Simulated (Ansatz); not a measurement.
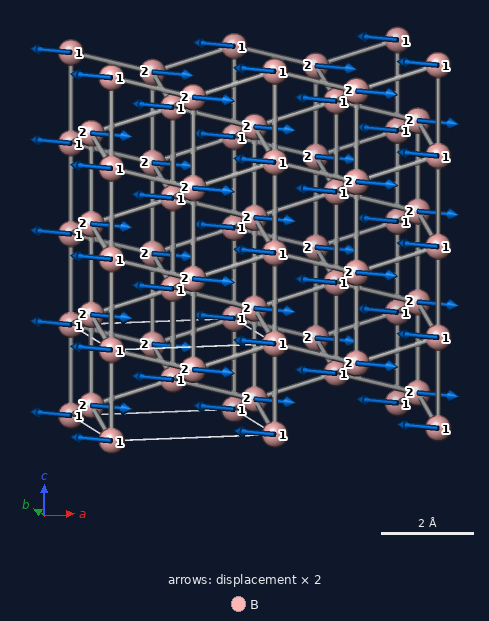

This is a relaxation of crystalline B (a generated structure, set up in I4_1/amd). The starting structure is drawn; blue arrows show the displacements (the part carried along by the change of the cell is left out), 2 times their true length.

Style: ball-and-stick. Shown: the conventional cell (2 times the calculation's cell), repeated 2 × 1 × 4 with one cell outlined, slightly off an axis. Lengths and directions refer to the drawn axes.

Phase: beta-Sn type.

Method: Ansatz 0.2.0, DFT, r2SCAN, plane waves (500 eV) with PAW, scalar-relativistic.

Input
```yaml
crystal:
  lattice:
    - [-1.8471104345, 1.8471104345, 1.0085222972]
    - [1.8471104345, -1.8471104345, 1.0085222972]
    - [1.8471104345, 1.8471104345, -1.0085222972]
  atoms:
    - { symbol: B, position: [0.0, 0.0, 0.0] }
    - { symbol: B, position: [0.75, 0.25, 0.5] }
hamiltonian:
  xc: r2scan
  pseudopotentials:
    kind: paw
    azcp:
      B: "pseudopotentials/B.paw.azcp"
basis:
  ecutwfc: 500
  fft_grid_basis: typed
kpoints:
  mp_grid: { grid: [17, 17, 12], shift: [0, 0, 0] }
magnetization:
  spin_polarized: false
scf:
  occupations: { method: fermi_dirac, width: 0.1 }
relax:
  max_steps: 60
  f_tol: 0.01
  cell: {}
```

Command:
```bash
ansatz run input.yaml --threads 1 --pin off --max-ram 3584MiB --backend cpu --events-out ev --progress --plain --runs-dir out
```

What did the optimiser do to the structure, and how much energy did it gain?

Answer. The energy falls by 2.052 eV per cell of the calculation in 19 accepted moves (21 points after the start). Largest force component: 0.0027 eV/Å at the start, 0.00011 eV/Å at the end. The pressure goes from −4.03 to 0.01 GPa. The SCF was repeated twice at an unchanged geometry on a basis and grid sized afresh for the cell, which shifted the energy by 42.2 meV per cell of the calculation at most. The largest moves relative to the cell, 0.53 Å, are those of B1 and B2. B1 goes along [−1 1 0]. The volume changes by +30.1 %, with a = b 3.694 → 4.879 Å (+32.1 %), c 2.017 → 1.617 Å (−19.8 %), α 90.0° → 80.5°, β 90.0° → 80.5°, γ 90.0° → 104.7°. Near-neighbour distances that change, for instance: B1–B2 1.915 → 3.326 Å, B1–B2 (another image) 2.388 → 1.858 Å, B1–B1 2.017 → 1.617 Å, B1–B2 (another image) 1.915 → 1.858 Å. Among the angles between lasting bonds that change: B2–B1–B2 94.0° → 124.7°, B1–B1–B2 105.3° → 115.8°, B1–B1–B2 74.7° → 64.2°. The space group (tolerance 0.01 Å) goes from I4_1/amd (No. 141) to Cmcm (No. 63).
